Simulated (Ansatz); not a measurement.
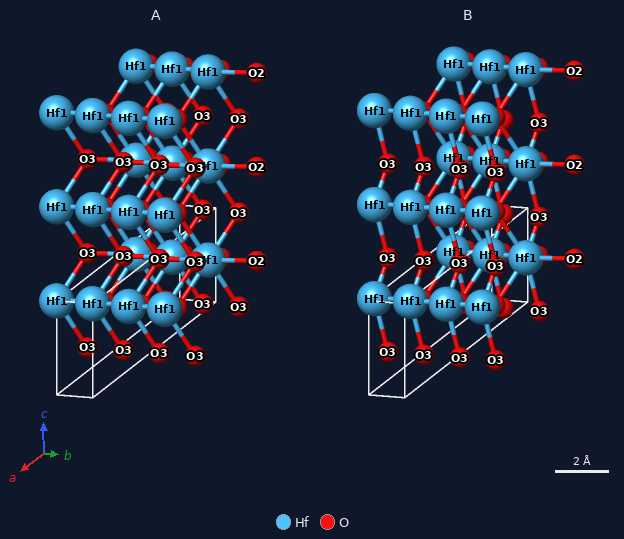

Two geometries of crystalline HfO$_{2}$ (set up in P1), drawn at one scale. One is the start of a relaxation, the other its converged end. A ball-and-stick model of the conventional cell (2 times the calculation's cell), repeated 1 × 3 × 3 with one cell outlined, seen from a free direction. Lengths and directions refer to the drawn axes.

These are results of DFT r2SCAN, scalar-relativistic, plane waves, PAW (Ansatz), not measurements. Set-up: plane-wave cutoff 500 eV; k-point mesh 8 × 8 × 8; occupations gaussian; smearing width 0.05 eV; no spin polarisation; cell and atoms relaxed; force threshold 0.01 eV/Å; at most 80 steps.

> Which one is relaxed?

Structure A is the relaxed one. The atom that moves furthest is O3 (0.50 Å along [−2 0 −1]). Largest moves by element: O 0.50 Å, Hf 0.25 Å. The cell doesn't change. Among the contacts that change: O2–O3 1.836 → 2.529 Å, Hf1–O3 1.642 → 2.190 Å, Hf1–O3 (another image) 2.675 → 2.190 Å, Hf1–O3 (another image) 2.105 → 2.190 Å. New bonds form: Hf1–O3 (2.67 → 2.19 Å), Hf1–O3 (2.68 → 2.19 Å). Among the angles between lasting bonds that change: Hf1–O3–Hf1 145.0° → 109.5°, O3–Hf1–O3 145.0° → 109.5°, O2–Hf1–O3 160.0° → 180.0°. The space group (tolerance 0.01 Å) goes from Cm (No. 8) to Fm-3m (No. 225). Over 6 accepted moves (8 points after the start) the energy falls by 1647 meV per atom. The largest force component goes from 13 to under 0.0001 eV/Å. The pressure goes from 61.65 to 0.00 GPa. At 2 points the geometry stayed and the basis and grid were re-selected for the new cell (energy shift of less than 0.05 meV per atom at most each time).
